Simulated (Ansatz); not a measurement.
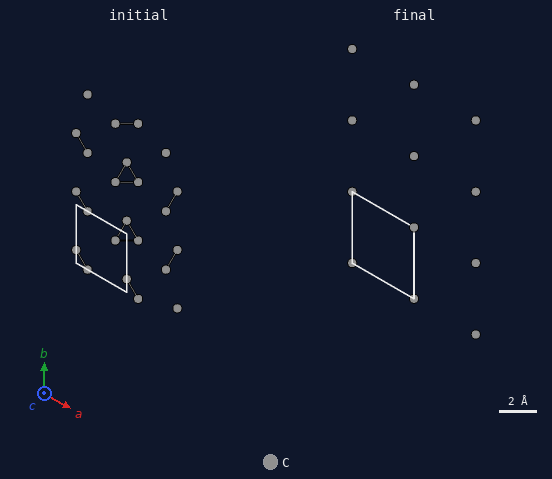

The structure of a crystal of C (built on the trigonal selenium_152 type) (coarse preliminary run) before (left) and after (right) a relaxation, at one scale.

Style: ball-and-stick. Shown: the cell of the calculation, repeated 2 × 3 × 1 with one cell outlined, along the c axis.

Case: trigonal selenium type (P3_121, No. 152).

Method: DFT PBEsol, scalar-relativistic, plane waves, PAW (Ansatz).

Input file:
```yaml
crystal:
  lattice:
    - [3.23879907, 0.0, 0.0]
    - [-1.6193995351, 2.8048822724, 0.0]
    - [0.0, 0.0, 3.6745259633]
  atoms:
    - { symbol: C, position: [0.2254, 0.0, 0.3333333333] }
    - { symbol: C, position: [0.0, 0.2254, 0.6666666667] }
    - { symbol: C, position: [0.7746, 0.7746, 0.0] }
basis:
  ecutwfc: 420
kpoints:
  mp_grid: { grid: [6, 6, 6] }
hamiltonian:
  xc: pbesol
scf:
  occupations: { method: gaussian, width: 0.1 }
  lower_state_search: "off"
output:
  forces: true
  stress: true
  eigenvalues: true
relax:
  adjacent_minimum: "off"
  f_tol: 0.04
  max_steps: 70
  cell: { stress_tol: 0.4 }
```

**What changed between the two?**

The largest moves relative to the cell, 0.89 Å, are those of C1, C2 and C3. C2 goes along −b. Cell: a = b 3.239 → 3.958 Å (+22.2 %), c 3.675 → 3.840 Å (+4.5 %). Volume +56.1 %. Some distances before and after: C1–C2 1.760 → 1.280 Å. Bond angles that change, for instance: C2–C1–C3 103.1° → 180.0°. The space group (tolerance 0.01 Å) goes from P3_121 (No. 152) to P6/mmm (No. 191). The energy falls by 2493 meV per atom in 15 accepted moves (18 points after the start). The largest force component goes from 3.7 to 0.00051 eV/Å. The pressure goes from −48.42 to 0.08 GPa. At 3 points the geometry stayed and the basis and grid were re-selected for the new cell (energy shift of 21.6 meV per atom at most each time). The run took about 28 core-seconds on a shared host.
